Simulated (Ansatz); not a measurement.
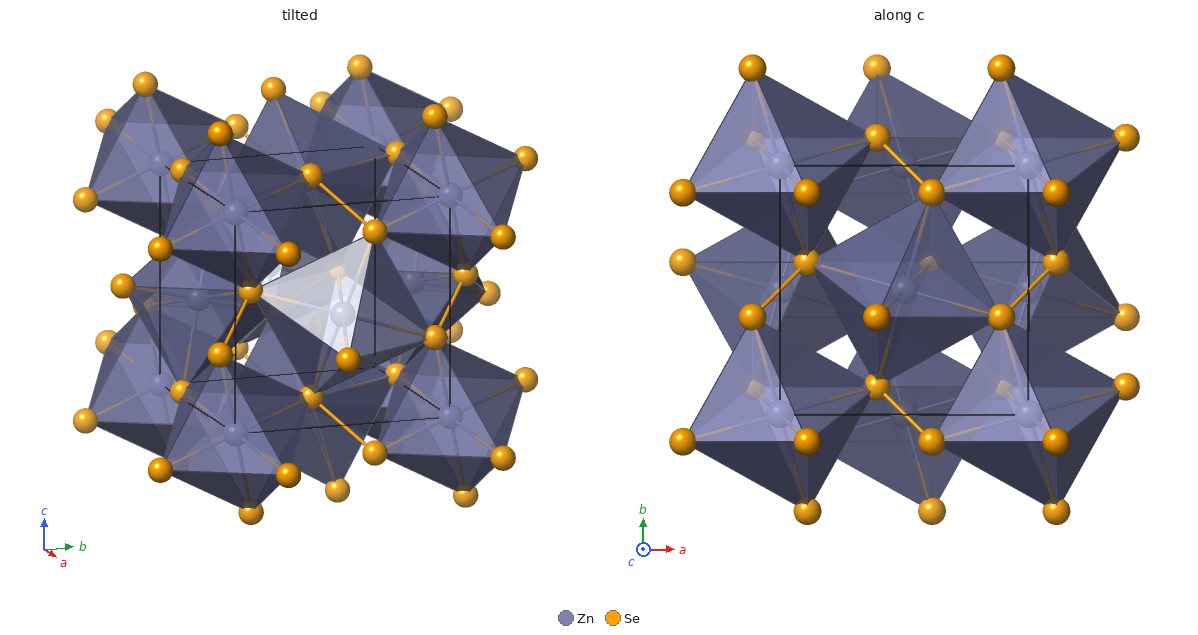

Structure drawing (polyhedral), viewed slightly off an axis and along the c axis. The conventional unit cell is outlined; an atom on or near a face, edge or corner is repeated at each equivalent position. Some atoms of the next cells are drawn as well.

- Its composition is ZnSe$_{2}$.
- Space group Pa-3 (No. 205), lattice primitive cubic.
- Type of structure: pyrite.
- With Z = 4, the cell contains 4 Zn, 8 Se.
- The polyhedra are ZnSe6 octahedra; they share corners.
- Zn is linked to six Se in an octahedral arrangement. Se bonds to three Zn and one Se in a distorted tetrahedral arrangement.
- The bonds build a three-dimensional framework.

The structure was taken from a structure listed in the Materials Project. Earlier steps of the study, as a rule a relaxation of our own, may have changed the cell and positions, so they can lie some per cent off the listed ones. A calculation with Ansatz used it as input.
